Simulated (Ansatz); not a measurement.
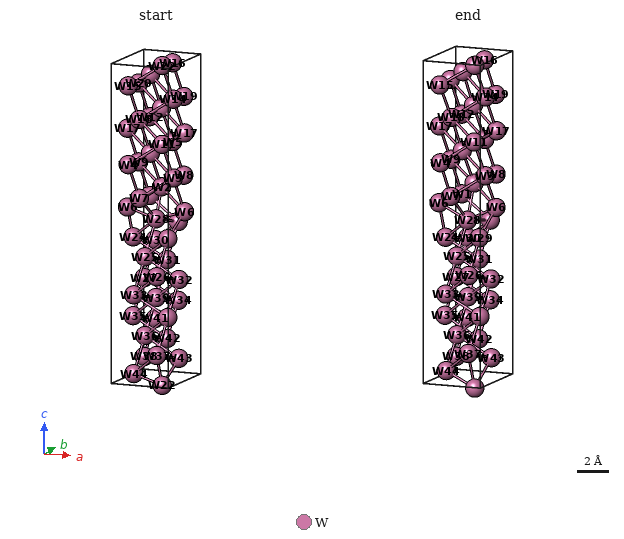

The structure of an interface cell of composition W before (left) and after (right) a relaxation, at one scale.

Style: ball-and-stick. Shown: the cell of the calculation (origin shifted), slightly off an axis.

Case: symmetric tilt boundary Sigma 11 (3 1 1), mirror between planes, shift [0.5, 0].

Level of theory: DFT PBE, scalar-relativistic, plane waves, PAW (Ansatz 0.2.0). Set-up: plane-wave cutoff 420 eV; k-point mesh 8 × 8 × 2; occupations gaussian; smearing width 0.1 eV; no spin polarisation; cell relaxed at fixed a, b, alpha, beta, gamma; force threshold 0.02 eV/Å; at most 60 steps.

Question: Summarise the run.

Answer: The run was cut off at its time limit before the relaxation converged, so the last structure is only a point on the way. Over 1 geometry step the energy falls by 8.123 eV per cell of the calculation. Largest force component: 11 eV/Å at the start, 3.5 eV/Å at the end. Pressure: 9.28 GPa at the start and 1.85 GPa at the end. The largest moves relative to the cell, 0.20 Å, are those of W atoms. The drawn cell changes as follows: a unchanged at 4.502 Å, b unchanged at 7.798 Å, c 21.417 → 21.618 Å (+0.9 %); the volume changes by +0.9 %. Near-neighbour distances that change, for instance: W–W 2.179 → 2.532 Å, W–W 2.757 → 2.611 Å, W–W 2.757 → 2.900 Å, W–W 2.584 → 2.726 Å. Bond angles that change, for instance: W–W–W 132.0° → 127.5°, W–W–W 109.5° → 106.5°, W–W–W 157.5° → 159.9°. The run took 31 min on 4 threads of Arm Neoverse V2, on a shared host, peak memory 9.4 GiB.
